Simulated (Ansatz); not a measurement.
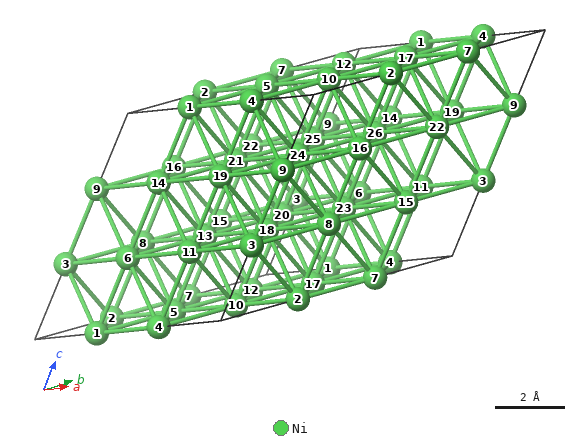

A defect cell of composition Ni, before the relaxation. A ball-and-stick model of the cell of the calculation, seen from a free direction.

Case: Ni vacancy (site a), charge +0, atoms relaxed at the host's cell.

Method: DFT r2SCAN, scalar-relativistic, plane waves, PAW (Ansatz).

Input
```yaml
crystal:
  lattice:
    - [-5.2180051055, 5.2180051055, 0.0]
    - [-5.2180051055, 0.0, 5.2180051055]
    - [0.0, 5.2180051055, 5.2180051055]
  atoms:
    - { symbol: Ni, position: [0.3333333333, 0.0, 0.0], spin: 0.9 }
    - { symbol: Ni, position: [0.0, 0.3333333333, 0.0], spin: 0.9 }
    - { symbol: Ni, position: [0.0, 0.0, 0.3333333333], spin: 0.9 }
    - { symbol: Ni, position: [0.6666666667, 0.0, 0.0], spin: 0.9 }
    - { symbol: Ni, position: [0.3333333333, 0.3333333333, 0.0], spin: 0.9 }
    - { symbol: Ni, position: [0.3333333333, 0.0, 0.3333333333], spin: 0.9 }
    - { symbol: Ni, position: [0.0, 0.6666666667, 0.0], spin: 0.9 }
    - { symbol: Ni, position: [0.0, 0.3333333333, 0.3333333333], spin: 0.9 }
    - { symbol: Ni, position: [0.0, 0.0, 0.6666666667], spin: 0.9 }
    - { symbol: Ni, position: [0.6666666667, 0.3333333333, 0.0], spin: 0.9 }
    - { symbol: Ni, position: [0.6666666667, 0.0, 0.3333333333], spin: 0.9 }
    - { symbol: Ni, position: [0.3333333333, 0.6666666667, 0.0], spin: 0.9 }
    - { symbol: Ni, position: [0.3333333333, 0.3333333333, 0.3333333333], spin: 0.9 }
    - { symbol: Ni, position: [0.3333333333, 0.0, 0.6666666667], spin: 0.9 }
    - { symbol: Ni, position: [0.0, 0.6666666667, 0.3333333333], spin: 0.9 }
    - { symbol: Ni, position: [0.0, 0.3333333333, 0.6666666667], spin: 0.9 }
    - { symbol: Ni, position: [0.6666666667, 0.6666666667, 0.0], spin: 0.9 }
    - { symbol: Ni, position: [0.6666666667, 0.3333333333, 0.3333333333], spin: 0.9 }
    - { symbol: Ni, position: [0.6666666667, 0.0, 0.6666666667], spin: 0.9 }
    - { symbol: Ni, position: [0.3333333333, 0.6666666667, 0.3333333333], spin: 0.9 }
    - { symbol: Ni, position: [0.3333333333, 0.3333333333, 0.6666666667], spin: 0.9 }
    - { symbol: Ni, position: [0.0, 0.6666666667, 0.6666666667], spin: 0.9 }
    - { symbol: Ni, position: [0.6666666667, 0.6666666667, 0.3333333333], spin: 0.9 }
    - { symbol: Ni, position: [0.6666666667, 0.3333333333, 0.6666666667], spin: 0.9 }
    - { symbol: Ni, position: [0.3333333333, 0.6666666667, 0.6666666667], spin: 0.9 }
    - { symbol: Ni, position: [0.6666666667, 0.6666666667, 0.6666666667], spin: 0.9 }
basis:
  ecutwfc: 500
  xc_grid: 3
kpoints:
  mp_grid: { grid: [5, 5, 5], shift: [0.0, 0.0, 0.0] }
hamiltonian:
  xc: r2scan
scf:
  occupations: { method: gaussian, width: 0.1 }
output:
  forces: true
  stress: false
  eigenvalues: true
  populations: true
  write_density: true
  write_potential: true
  elf: true
  volumetric_format: npy
magnetization:
  spin_polarized: true
relax:
  adjacent_minimum: "off"
  f_tol: 0.025
  max_steps: 45
```

Command:
```bash
ansatz run input.yaml --threads 8 --pin off --max-ram 20480MiB --backend cpu --events-out ev --progress --plain --runs-dir out
```

> Predict the outcome.

The largest moves, 0.026 Å, are those of 12 atoms (Ni1, Ni2, Ni3, Ni4 and others). Ni7 goes along +b. The cell stays as it was. Near-neighbour distances that change, for instance: Ni10–Ni12 2.460 → 2.512 Å, Ni10–Ni11 2.460 → 2.434 Å, Ni18–Ni20 2.460 → 2.485 Å, Ni10–Ni13 2.460 → 2.473 Å. Over 2 accepted moves (3 points after the start) the energy falls by 61.9 meV per cell of the calculation. Largest force component: 0.27 eV/Å at the start, 0.0056 eV/Å at the end. 1 step only repeated the SCF at the same geometry.

Limits of the set-up: the periodic images lie only 7.4 Å apart, so the values are limited by the cell's size.
